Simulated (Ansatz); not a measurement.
Geometry relaxation of Ti$_{10}$O$_{13}$ (part 3 of 3)

Continued. System: Ti$_{10}$O$_{13}$ (23 atoms in the cell). Method: DFT r2SCAN, scalar-relativistic, plane waves, PAW, no spin polarisation (Ansatz 0.2.0); cutoff 500 eV, 10×10×4 k-mesh, Gaussian smearing of 0.1 eV. The structure derives from a Materials Project entry.

Geometry of the input (Å; fractional positions):
```
4.6371  -2.0652  0.0000
4.6371  2.0652  0.0000
-0.9071  0.0000  12.0390
Ti 0.1691  0.1691  0.5400
Ti 0.4495  0.4495  0.6258
Ti 0.5505  0.5505  0.3742
Ti 0.8309  0.8309  0.4600
Ti 0.6166  0.6166  0.1559
Ti 0.9368  0.9368  0.2314
Ti 0.6927  0.6927  0.9290
Ti 0.3073  0.3073  0.0710
Ti 0.0632  0.0632  0.7686
Ti 0.3834  0.3834  0.8441
O  0.9624  0.9624  0.6104
O  0.2607  0.2607  0.6962
O  0.6416  0.6416  0.5404
O  0.0376  0.0376  0.3896
O  0.3584  0.3584  0.4596
O  0.7393  0.7393  0.3038
O  0.1206  0.1206  0.1518
O  0.4191  0.4191  0.2265
O  0.1857  0.1857  0.9201
O  0.5000  0.5000  0.0000
O  0.8143  0.8143  0.0799
O  0.5809  0.5809  0.7735
O  0.8794  0.8794  0.8482
```

### Trajectory as extended XYZ (Å, eV, eV/Å), 8 frames, from step=1 to step=8
```
23
Lattice="4.6371 -2.0652 0.0000 4.6371 2.0652 0.0000 -0.9071 0.0000 12.0390" Properties=species:S:1:pos:R:3:forces:R:3 step=1 energy=-32470.57365 pressure_GPa=-1.59
Ti    1.0787    0.0000    6.5011    0.0556   0.0000   0.0326
Ti    3.6007    0.0000    7.5346   -0.0668   0.0000  -0.0052
Ti    4.7663    0.0000    4.5045    0.0668   0.0000   0.0052
Ti    7.2883    0.0000    5.5379   -0.0556   0.0000  -0.0326
Ti    5.5768    0.0000    1.8773   -0.0127   0.0000   0.0405
Ti    8.4780    0.0000    2.7862   -0.0139   0.0000  -0.0722
Ti    5.5815    0.0000   11.1838   -0.0120   0.0000  -0.0058
Ti    2.7856    0.0000    0.8552    0.0120   0.0000   0.0058
Ti   -0.1109    0.0000    9.2529    0.0139   0.0000   0.0722
Ti    2.7903    0.0000   10.1617    0.0127   0.0000  -0.0405
O     8.3717    0.0000    7.3485    0.0528   0.0000   0.0364
O     1.7863    0.0000    8.3815    0.0187   0.0000  -0.0195
O     5.4598    0.0000    6.5064    0.0196   0.0000  -0.0880
O    -0.0047    0.0000    4.6906   -0.0528   0.0000  -0.0364
O     2.9073    0.0000    5.5326   -0.0196   0.0000   0.0880
O     6.5807    0.0000    3.6575   -0.0187   0.0000   0.0195
O     0.9805    0.0000    1.8275   -0.0077   0.0000   0.0200
O     3.6818    0.0000    2.7263    0.0908   0.0000   0.0077
O     0.8880    0.0000   11.0774    0.0490   0.0000  -0.0054
O     4.6371    0.0000    0.0000    0.0000   0.0000   0.0000
O     7.4791    0.0000    0.9617   -0.0490   0.0000   0.0054
O     4.6852    0.0000    9.3127   -0.0908   0.0000  -0.0077
O     7.3866    0.0000   10.2116    0.0077   0.0000  -0.0200
23
Lattice="4.6273 -2.0617 -0.0025 4.6273 2.0617 -0.0025 -0.9117 0.0000 12.0301" Properties=species:S:1:pos:R:3:forces:R:3 step=2 energy=-32470.58282 pressure_GPa=-0.44
Ti    1.0735    0.0000    6.4953    0.0376   0.0000   0.0256
Ti    3.5871    0.0000    7.5266   -0.0470   0.0000  -0.0159
Ti    4.7559    0.0000    4.4985    0.0470   0.0000   0.0159
Ti    7.2695    0.0000    5.5299   -0.0376   0.0000  -0.0256
Ti    5.5646    0.0000    1.8737   -0.0069   0.0000   0.0264
Ti    8.4586    0.0000    2.7763   -0.0135   0.0000  -0.0454
Ti    5.5628    0.0000   11.1712   -0.0134   0.0000  -0.0020
Ti    2.7803    0.0000    0.8540    0.0134   0.0000   0.0020
Ti   -0.1156    0.0000    9.2488    0.0135   0.0000   0.0454
Ti    2.7784    0.0000   10.1514    0.0069   0.0000  -0.0264
O     8.3516    0.0000    7.3405    0.0233   0.0000   0.0201
O     1.7767    0.0000    8.3740    0.0126   0.0000   0.0003
O     5.4442    0.0000    6.4967    0.0166   0.0000  -0.0373
O    -0.0086    0.0000    4.6847   -0.0233   0.0000  -0.0201
O     2.8988    0.0000    5.5284   -0.0166   0.0000   0.0373
O     6.5664    0.0000    3.6511   -0.0126   0.0000  -0.0003
O     0.9788    0.0000    1.8268   -0.0070   0.0000   0.0058
O     3.6745    0.0000    2.7231    0.0418   0.0000   0.0142
O     0.8810    0.0000   11.0697    0.0114   0.0000   0.0009
O     4.6273    0.0000   -0.0025    0.0000   0.0000   0.0000
O     7.4621    0.0000    0.9554   -0.0114   0.0000  -0.0009
O     4.6685    0.0000    9.3021   -0.0418   0.0000  -0.0142
O     7.3642    0.0000   10.1984    0.0070   0.0000  -0.0058
23
Lattice="4.6257 -2.0600 -0.0026 4.6257 2.0600 -0.0026 -0.9117 0.0000 12.0210" Properties=species:S:1:pos:R:3:forces:R:3 step=3 energy=-32470.58463 pressure_GPa=0.08
Ti    1.0742    0.0000    6.4911    0.0174   0.0000   0.0129
Ti    3.5826    0.0000    7.5195   -0.0230   0.0000  -0.0163
Ti    4.7572    0.0000    4.4963    0.0230   0.0000   0.0163
Ti    7.2656    0.0000    5.5247   -0.0174   0.0000  -0.0129
Ti    5.5631    0.0000    1.8726   -0.0020   0.0000   0.0061
Ti    8.4553    0.0000    2.7705   -0.0056   0.0000  -0.0238
Ti    5.5589    0.0000   11.1613   -0.0125   0.0000   0.0006
Ti    2.7809    0.0000    0.8545    0.0125   0.0000  -0.0006
Ti   -0.1155    0.0000    9.2453    0.0056   0.0000   0.0238
Ti    2.7766    0.0000   10.1431    0.0020   0.0000  -0.0061
O     8.3500    0.0000    7.3363    0.0084   0.0000   0.0059
O     1.7749    0.0000    8.3687    0.0049   0.0000   0.0070
O     5.4425    0.0000    6.4914    0.0019   0.0000  -0.0055
O    -0.0103    0.0000    4.6794   -0.0084   0.0000  -0.0059
O     2.8972    0.0000    5.5244   -0.0019   0.0000   0.0055
O     6.5648    0.0000    3.6470   -0.0049   0.0000  -0.0070
O     0.9792    0.0000    1.8253   -0.0026   0.0000   0.0033
O     3.6764    0.0000    2.7227    0.0028   0.0000   0.0088
O     0.8810    0.0000   11.0632   -0.0066   0.0000  -0.0001
O     4.6257    0.0000   -0.0026    0.0000   0.0000   0.0000
O     7.4588    0.0000    0.9526    0.0066   0.0000   0.0001
O     4.6634    0.0000    9.2931   -0.0028   0.0000  -0.0088
O     7.3605    0.0000   10.1904    0.0026   0.0000  -0.0033
23
Lattice="4.6262 -2.0599 -0.0044 4.6262 2.0599 -0.0044 -0.9165 0.0000 12.0225" Properties=species:S:1:pos:R:3:forces:R:3 step=4 energy=-32470.58470 pressure_GPa=0.03
Ti    1.0742    0.0000    6.4940   -0.0003   0.0000   0.0024
Ti    3.5745    0.0000    7.5155   -0.0090   0.0000  -0.0416
Ti    4.7613    0.0000    4.4981    0.0090   0.0000   0.0416
Ti    7.2616    0.0000    5.5196    0.0003   0.0000  -0.0024
Ti    5.5627    0.0000    1.8621    0.0151   0.0000   0.0361
Ti    8.4538    0.0000    2.7641   -0.0140   0.0000   0.0131
Ti    5.5542    0.0000   11.1577    0.0025   0.0000   0.0045
Ti    2.7816    0.0000    0.8559   -0.0025   0.0000  -0.0045
Ti   -0.1179    0.0000    9.2495    0.0140   0.0000  -0.0131
Ti    2.7731    0.0000   10.1515   -0.0151   0.0000  -0.0361
O     8.3499    0.0000    7.3348   -0.0044   0.0000  -0.0004
O     1.7723    0.0000    8.3734   -0.0021   0.0000   0.0208
O     5.4391    0.0000    6.4932    0.0171   0.0000  -0.0115
O    -0.0140    0.0000    4.6788    0.0044   0.0000   0.0004
O     2.8968    0.0000    5.5204   -0.0171   0.0000   0.0115
O     6.5635    0.0000    3.6402    0.0021   0.0000  -0.0208
O     0.9772    0.0000    1.8257    0.0185   0.0000  -0.0065
O     3.6815    0.0000    2.7249   -0.0145   0.0000  -0.0235
O     0.8736    0.0000   11.0661    0.0179   0.0000   0.0166
O     4.6262    0.0000   -0.0044    0.0000   0.0000   0.0000
O     7.4623    0.0000    0.9475   -0.0179   0.0000  -0.0166
O     4.6543    0.0000    9.2887    0.0145   0.0000   0.0235
O     7.3586    0.0000   10.1879   -0.0185   0.0000   0.0065
23
Lattice="4.6249 -2.0597 -0.0057 4.6249 2.0597 -0.0057 -0.9196 0.0000 12.0302" Properties=species:S:1:pos:R:3:forces:R:3 step=5 energy=-32470.58500 pressure_GPa=-0.02
Ti    1.0724    0.0000    6.4988    0.0058   0.0000   0.0002
Ti    3.5701    0.0000    7.5152    0.0130   0.0000   0.0075
Ti    4.7601    0.0000    4.5036   -0.0130   0.0000  -0.0075
Ti    7.2578    0.0000    5.5200   -0.0058   0.0000  -0.0002
Ti    5.5618    0.0000    1.8661   -0.0047   0.0000  -0.0139
Ti    8.4500    0.0000    2.7643    0.0070   0.0000  -0.0034
Ti    5.5480    0.0000   11.1627    0.0004   0.0000   0.0130
Ti    2.7822    0.0000    0.8561   -0.0004   0.0000  -0.0130
Ti   -0.1198    0.0000    9.2545   -0.0070   0.0000   0.0034
Ti    2.7684    0.0000   10.1527    0.0047   0.0000   0.0139
O     8.3459    0.0000    7.3352   -0.0015   0.0000   0.0165
O     1.7692    0.0000    8.3787   -0.0019   0.0000  -0.0028
O     5.4376    0.0000    6.4966   -0.0003   0.0000  -0.0016
O    -0.0157    0.0000    4.6836    0.0015   0.0000  -0.0165
O     2.8927    0.0000    5.5222    0.0003   0.0000   0.0016
O     6.5610    0.0000    3.6401    0.0019   0.0000   0.0028
O     0.9780    0.0000    1.8268   -0.0007   0.0000   0.0050
O     3.6799    0.0000    2.7257    0.0018   0.0000   0.0039
O     0.8724    0.0000   11.0731   -0.0003   0.0000   0.0008
O     4.6249    0.0000   -0.0057    0.0000   0.0000   0.0000
O     7.4578    0.0000    0.9457    0.0003   0.0000  -0.0008
O     4.6503    0.0000    9.2931   -0.0018   0.0000  -0.0039
O     7.3522    0.0000   10.1920    0.0007   0.0000  -0.0050
23
Lattice="4.6250 -2.0597 -0.0049 4.6250 2.0597 -0.0049 -0.9176 0.0000 12.0285" Properties=species:S:1:pos:R:3:forces:R:3 step=6 energy=-32470.58510 pressure_GPa=0.00
Ti    1.0736    0.0000    6.4983   -0.0012   0.0000  -0.0034
Ti    3.5730    0.0000    7.5162   -0.0037   0.0000   0.0026
Ti    4.7594    0.0000    4.5025    0.0037   0.0000  -0.0026
Ti    7.2589    0.0000    5.5203    0.0012   0.0000   0.0034
Ti    5.5620    0.0000    1.8662    0.0009   0.0000   0.0016
Ti    8.4513    0.0000    2.7649    0.0005   0.0000  -0.0005
Ti    5.5504    0.0000   11.1638   -0.0002   0.0000  -0.0038
Ti    2.7821    0.0000    0.8548    0.0002   0.0000   0.0038
Ti   -0.1189    0.0000    9.2538   -0.0005   0.0000   0.0005
Ti    2.7704    0.0000   10.1525   -0.0009   0.0000  -0.0016
O     8.3469    0.0000    7.3373   -0.0015   0.0000  -0.0042
O     1.7705    0.0000    8.3777    0.0052   0.0000  -0.0006
O     5.4385    0.0000    6.4959    0.0023   0.0000  -0.0017
O    -0.0145    0.0000    4.6813    0.0015   0.0000   0.0042
O     2.8940    0.0000    5.5227   -0.0023   0.0000   0.0017
O     6.5619    0.0000    3.6409   -0.0052   0.0000   0.0006
O     0.9787    0.0000    1.8267   -0.0021   0.0000   0.0001
O     3.6798    0.0000    2.7251    0.0016   0.0000  -0.0011
O     0.8737    0.0000   11.0716   -0.0010   0.0000   0.0015
O     4.6250    0.0000   -0.0049    0.0000   0.0000   0.0000
O     7.4587    0.0000    0.9470    0.0010   0.0000  -0.0015
O     4.6527    0.0000    9.2935   -0.0016   0.0000   0.0011
O     7.3537    0.0000   10.1920    0.0021   0.0000  -0.0001
23
Lattice="4.6250 -2.0597 -0.0048 4.6250 2.0597 -0.0048 -0.9172 0.0000 12.0288" Properties=species:S:1:pos:R:3:forces:R:3 step=7 energy=-32470.58510 pressure_GPa=-0.00
Ti    1.0735    0.0000    6.4982    0.0008   0.0000   0.0000
Ti    3.5731    0.0000    7.5167   -0.0003   0.0000  -0.0010
Ti    4.7596    0.0000    4.5024    0.0003   0.0000   0.0010
Ti    7.2592    0.0000    5.5210   -0.0008   0.0000   0.0000
Ti    5.5622    0.0000    1.8664   -0.0006   0.0000  -0.0002
Ti    8.4510    0.0000    2.7653    0.0007   0.0000   0.0000
Ti    5.5506    0.0000   11.1637    0.0002   0.0000   0.0012
Ti    2.7821    0.0000    0.8554   -0.0002   0.0000  -0.0012
Ti   -0.1183    0.0000    9.2539   -0.0007   0.0000   0.0000
Ti    2.7706    0.0000   10.1527    0.0006   0.0000   0.0002
O     8.3469    0.0000    7.3375    0.0004   0.0000   0.0007
O     1.7710    0.0000    8.3778    0.0001   0.0000   0.0000
O     5.4388    0.0000    6.4959   -0.0009   0.0000   0.0006
O    -0.0141    0.0000    4.6816   -0.0004   0.0000  -0.0007
O     2.8940    0.0000    5.5232    0.0009   0.0000  -0.0006
O     6.5617    0.0000    3.6414   -0.0001   0.0000   0.0000
O     0.9785    0.0000    1.8269    0.0002   0.0000  -0.0003
O     3.6798    0.0000    2.7254   -0.0001   0.0000  -0.0005
O     0.8740    0.0000   11.0723    0.0002   0.0000  -0.0014
O     4.6250    0.0000   -0.0048    0.0000   0.0000   0.0000
O     7.4587    0.0000    0.9469   -0.0002   0.0000   0.0014
O     4.6529    0.0000    9.2938    0.0001   0.0000   0.0005
O     7.3542    0.0000   10.1922   -0.0002   0.0000   0.0003
23
Lattice="4.6250 -2.0597 -0.0048 4.6250 2.0597 -0.0048 -0.9172 0.0000 12.0288" Properties=species:S:1:pos:R:3:forces:R:3 step=8 energy=-32470.58394 pressure_GPa=0.00
Ti    1.0735    0.0000    6.4982    0.0008   0.0000  -0.0001
Ti    3.5731    0.0000    7.5167   -0.0003   0.0000  -0.0010
Ti    4.7596    0.0000    4.5024    0.0003   0.0000   0.0010
Ti    7.2592    0.0000    5.5210   -0.0008   0.0000   0.0001
Ti    5.5622    0.0000    1.8664   -0.0006   0.0000  -0.0002
Ti    8.4510    0.0000    2.7653    0.0007   0.0000   0.0000
Ti    5.5506    0.0000   11.1637    0.0002   0.0000   0.0012
Ti    2.7821    0.0000    0.8554   -0.0002   0.0000  -0.0012
Ti   -0.1183    0.0000    9.2539   -0.0007   0.0000   0.0000
Ti    2.7706    0.0000   10.1527    0.0006   0.0000   0.0002
O     8.3469    0.0000    7.3375    0.0004   0.0000   0.0007
O     1.7710    0.0000    8.3778    0.0001   0.0000   0.0001
O     5.4388    0.0000    6.4959   -0.0009   0.0000   0.0006
O    -0.0141    0.0000    4.6816   -0.0004   0.0000  -0.0007
O     2.8940    0.0000    5.5232    0.0009   0.0000  -0.0006
O     6.5617    0.0000    3.6414   -0.0001   0.0000  -0.0001
O     0.9785    0.0000    1.8269    0.0002   0.0000  -0.0003
O     3.6798    0.0000    2.7254   -0.0001   0.0000  -0.0005
O     0.8740    0.0000   11.0723    0.0003   0.0000  -0.0014
O     4.6250    0.0000   -0.0048    0.0000   0.0000   0.0000
O     7.4587    0.0000    0.9469   -0.0003   0.0000   0.0014
O     4.6529    0.0000    9.2938    0.0001   0.0000   0.0005
O     7.3542    0.0000   10.1922   -0.0002   0.0000   0.0003
```

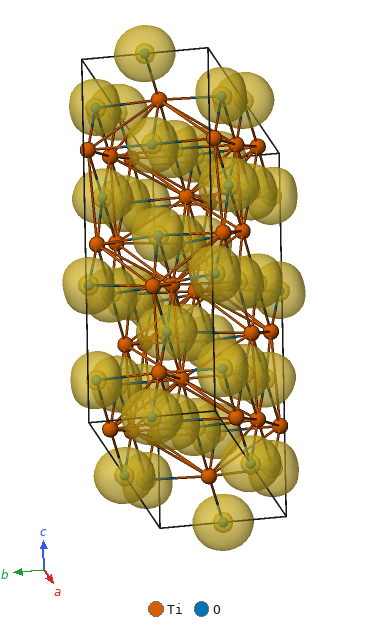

Isosurface of the electron localisation function at 0.65 (yellow), seen at an oblique angle. Only the valence region is drawn (cores and ρ < 0.01 e/Å³ removed). Sticks mark near contacts. The outline is the cell set on symmetry axes. Profiles from the grid: Ti–O (2.00 Å): the ELF is about 0.15 at the midpoint (a polar contact without a shared pair, in a metal). Ti–Ti (2.70 Å): the ELF is about 0.20 at the midpoint (no shared electron pair). In a PAW calculation such maps are meaningful between the atoms, not at the nuclei.

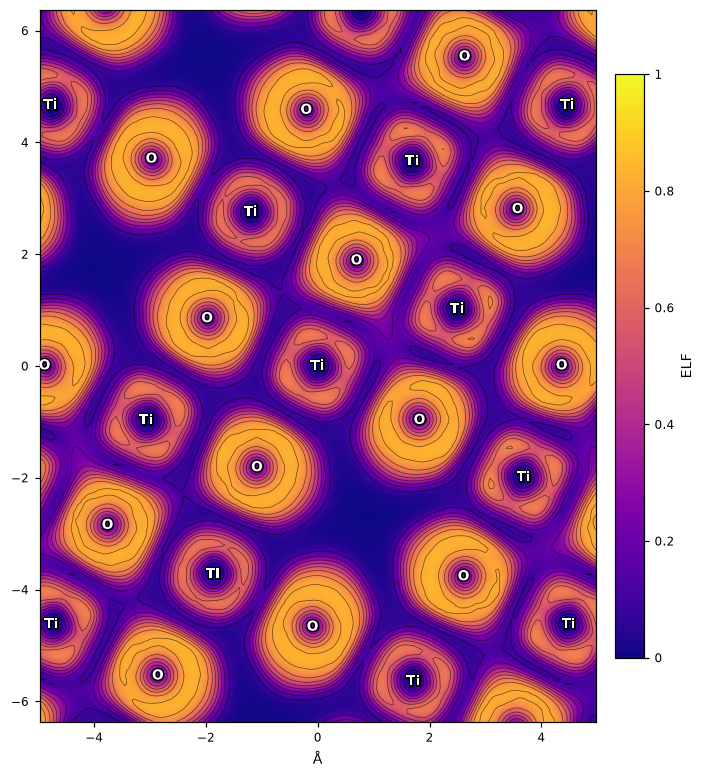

Electron localisation function on the (010) plane of the conventional cell. The section cuts through Ti and O sites. Ti–O (2.00 Å): the ELF is about 0.15 at the midpoint; no shared pair; the contact is polar. Ti–Ti (2.70 Å): the ELF is about 0.20 at the midpoint; no shared electron pair. Ti–O (2.05 Å): the ELF is about 0.15 at the midpoint (no shared pair; the contact is polar). Ti–O (2.12 Å): the ELF is about 0.10 at the midpoint (no shared pair; the contact is polar). Ti–O (2.15 Å): the ELF is about 0.10 at the midpoint (no shared pair; the contact is polar). The strong features right at Ti lie inside the PAW spheres (semicore, d or f shells) and say nothing about bonding.

### Key numbers

| quantity | value |
| --- | --- |
| outcome | converged |
| space group (tolerance 0.01 Å) | C2/m (12) |
| electrons treated | 198 |
| free energy | −32470.5839 eV |
| Fermi energy | 15.119 eV |
| gap on the k-point mesh | none (metallic) |
| pressure | 0.00 GPa |
| final volume | 229.16 Å³ |
| largest force (length of the vector) at the end | 0.001 eV/Å |
| final cell | a = 5.063 Å, b = 5.063 Å, c = 12.064 Å, α = 94.04°, β = 94.04°, γ = 48.01° |
| wall time | 11 min (CPU time 45 min) |
| peak memory | 3.7 GiB |
